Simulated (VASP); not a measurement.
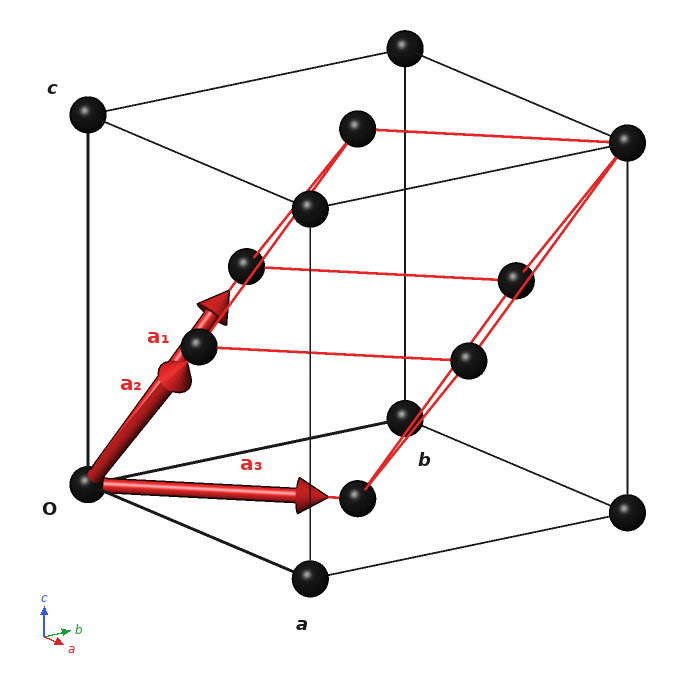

Crystal: Ta, the geometry relaxed with VASP 6.6.1, VASP Kohn-Sham DFT of a periodic cell, PBEsol, VASP PAW PBE potentials, recommended. The conventional cell (thin) and a primitive cell (coloured, vectors a₁, a₂, a₃), with the lattice points alone. The drawing is computed from the coordinates (standard cell, symmetry found to 0.002 Å).

a = 4.172 Å, b = 4.172 Å, c = 4.172 Å, α = 90.00°, β = 90.00°, γ = 90.00°.

### What is the centring, and how are the primitive vectors built?

F, face-centred cubic, with lattice points at (0, 0, 0), (1/2, 1/2, 0), (1/2, 0, 1/2), (0, 1/2, 1/2). a₁ = 1/2 b + 1/2 c; a₂ = 1/2 a + 1/2 c; a₃ = 1/2 a + 1/2 b.

### Give the primitive cell's size and content.

Edges 2.950, 2.950, 2.950 Å; angles 60.00°, 60.00°, 60.00°; volume 18.15 Å³, 1/4 of the conventional cell; 1 of its 4 atoms.
